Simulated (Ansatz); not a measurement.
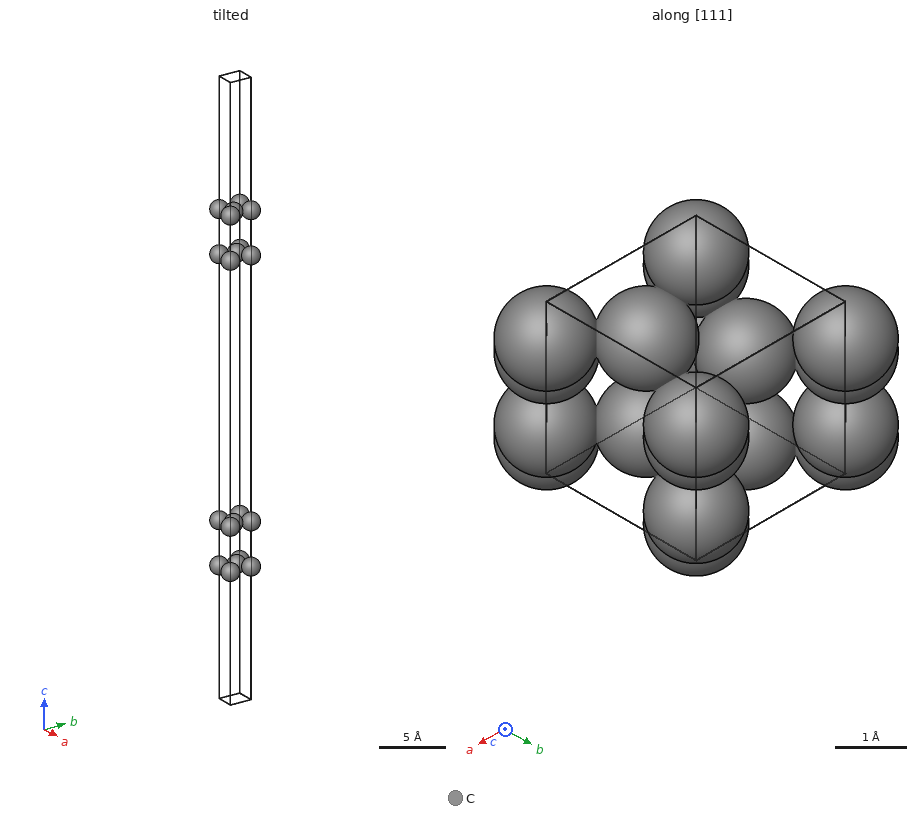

Structure drawing (space-filling), viewed slightly off an axis and along [111]. The simulation cell is outlined; an atom on or near a face, edge or corner is repeated at each equivalent position. Cell: a = 2.456 Å, b = 2.456 Å, c = 48.456 Å, α = 90.00°, β = 90.00°, γ = 120.00°.

The element is carbon. The cell holds eight atoms. C bonds to three C in a trigonal planar arrangement at about 1.4 Å.

The structure was taken from a structure listed in the Materials Project. Earlier steps of the study, as a rule a relaxation of our own, may have changed the cell and positions, so they can lie some per cent off the listed ones. Ansatz was used for an electronic-structure calculation on it.
